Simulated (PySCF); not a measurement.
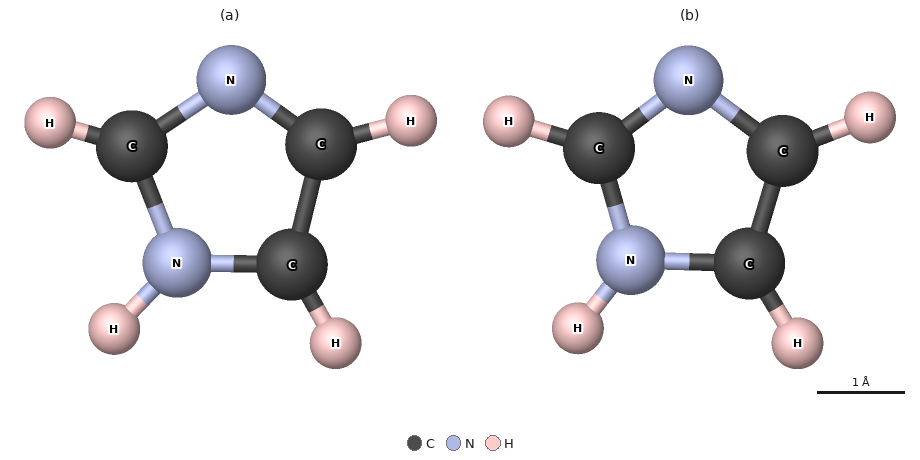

The structure of C$_{3}$H$_{4}$N$_{2}$ before (left) and after (right) a relaxation, at one scale.

A ball-and-stick model, seen face on.

The start comes from MMFF94s. Its atoms were then displaced at random by about 0.03 Å.

Theory: PySCF, PBE0-D3(BJ)/def2-SVP geometry optimisation, gas phase. 

Q: What changed between the two?

A: A C atom moves most after the best rigid fit: 0.089 Å. By element the largest moves are C 0.089 Å, N 0.082 Å, H 0.054 Å. Some distances before and after: C–H 0.990 → 1.090 Å, C–N 1.459 → 1.360 Å, C–N 1.393 → 1.309 Å, C–N 1.283 → 1.367 Å. Bond angles that change, for instance: C–N–H 115.3° → 126.5°, C–C–H 118.8° → 127.7°, N–C–N 102.8° → 111.6°. Over 10 geometry steps the energy falls by 107.3 kJ/mol. Cost: 24 s on 1 thread of Arm Neoverse V1, on a shared host.
